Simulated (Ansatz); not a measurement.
**SnO: density, localisation and related maps**

Input

```
crystal:
  lattice:
    - [3.837096323, 0.0, 0.0]
    - [0.0, 3.837096323, 0.0]
    - [0.0, 0.0, 4.7621286275]
  atoms:
    - { symbol: Sn, position: [0.0, 0.5, 0.2432422108] }
    - { symbol: Sn, position: [0.5, 0.0, 0.7567577892] }
    - { symbol: O, position: [0.0414633912, 0.0414633912, 0.0] }
    - { symbol: O, position: [0.5, 0.5, 0.0] }
basis:
  ecutwfc: 420
kpoints:
  mp_grid: { grid: [12, 12, 10] }
hamiltonian:
  xc: pbe
  dispersion: d3bj
scf:
  occupations: { method: gaussian, width: 0.15 }
output:
  forces: true
  stress: true
  eigenvalues: true
  write_density: true
  write_potential: true
  elf: true
  volumetric_format: npy
```

Run with:

```sh
ansatz run input.yaml --threads 1 --pin off --max-ram 2560MiB --backend cpu --events-out ev --progress --plain --runs-dir out
```

Below, planes, directions and counts refer to the conventional cell (a = 5.43 Å, b = 5.43 Å, c = 4.76 Å, α = 90.00°, β = 90.00°, γ = 90.00°).

Space group C2; changed on purpose from its base cell (atom 3 (O) moved -0.225 A towards its neighbour atom 4 (O) at 2.713 A); not relaxed (largest force 1.8 eV/Å).

These are results of Ansatz, DFT PBE+D3(BJ), scalar-relativistic, plane waves, PAW, not measurements.

The density is the valence pseudo-density of a PAW calculation; it isn't the true density close to the nuclei.

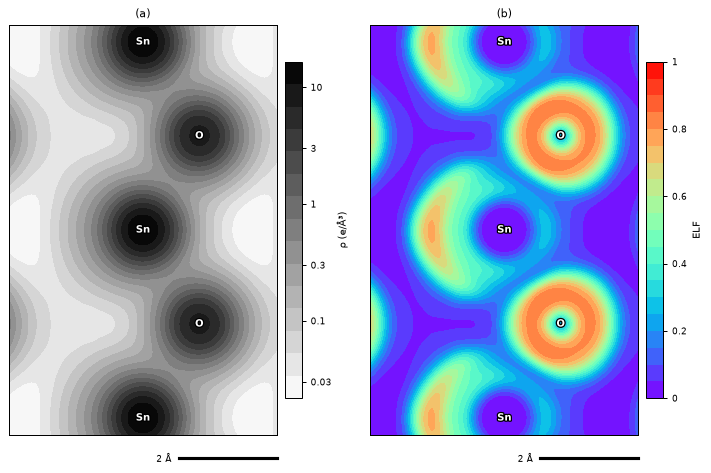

Figure 1. (a) valence charge density (pseudo); (b) electron localisation function on the (110) plane of the conventional cell.

Q: What does the map show?

A: The plane passes through Sn and O nuclei.
Sn–O (2.24 Å): ρ at the midpoint is about 0.46 e/Å³; the ELF peaks at about 0.85 in the valence shell of O, 0.6 Å from its nucleus, and is about 0.20 at the midpoint: no shared electron pair shows on this line.
Between the atoms the lowest density in this plane is 0.02 e/Å³.

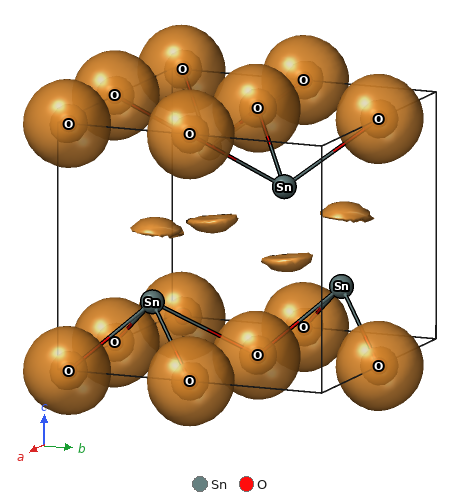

Figure 2. Isosurface of the ELF at 0.7 (orange), seen slightly off an axis. Only the valence region is drawn (cores and ρ < 0.01 e/Å³ removed). Sticks mark near contacts.

Q: Where are the electrons localised?

A: The surface consists of four lobes on Sn, pointing away from the bonds (lone pairs) and four regions wrapped around O (the valence shell of each), counted in one cell of 8 atoms. Regions shared between cells count once.


Sn–O (2.11 Å): the ELF peaks at about 0.85 in the valence shell of O, 0.6 Å from its nucleus, and is about 0.20 at the midpoint (no localised pair shows between them).

Q: Metal or insulator at this level of theory?

A: It is metallic or semimetallic at this level of theory: no gap opens.
